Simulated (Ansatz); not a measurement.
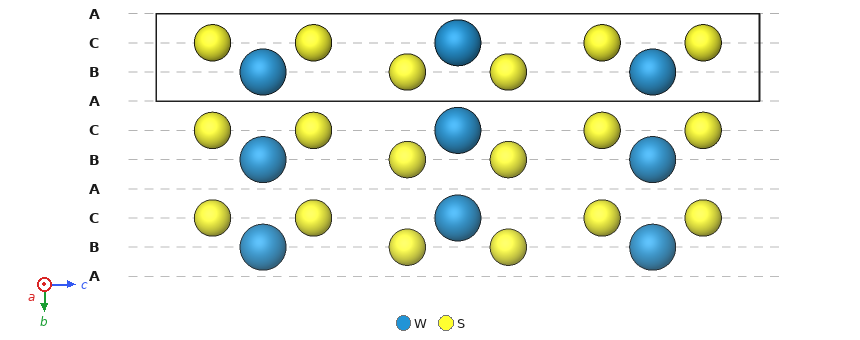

The picture looks along a close-packed row of the hexagonal mesh; c points to the right. The dashed lines mark the three columns A (0, 0), B (1/3, 2/3) and C (2/3, 1/3). The sequence starts with the first layer at or above the cell's origin.

System WS2 (space group P-6m2, No. 187); source of the atomic positions: coordinates from a relaxation with DFT PBE+D3(BJ), scalar-relativistic, plane waves, PAW in Ansatz 0.2.0.

### List the layers of one repeat.

S(C) – W(B) – S(C) – S(B) – W(C) – S(B) – S(C) – W(B) – S(C) (nine layers in 18.81 Å).

### How are the S layers alone stacked?

S layers alone: CCBBCC, a sequence in which some neighbouring layers lie directly above each other.

### Which positions between or in the S layers do the other atoms fill?

W: three trigonal-prismatic sites, counted in one hexagonal cell. Three of the six gaps between S layers are empty.

### What short polytype symbol fits?

Polytype symbol 3H, the symbol of a layered MX2 polytype (number of slabs in the repeat and lattice).
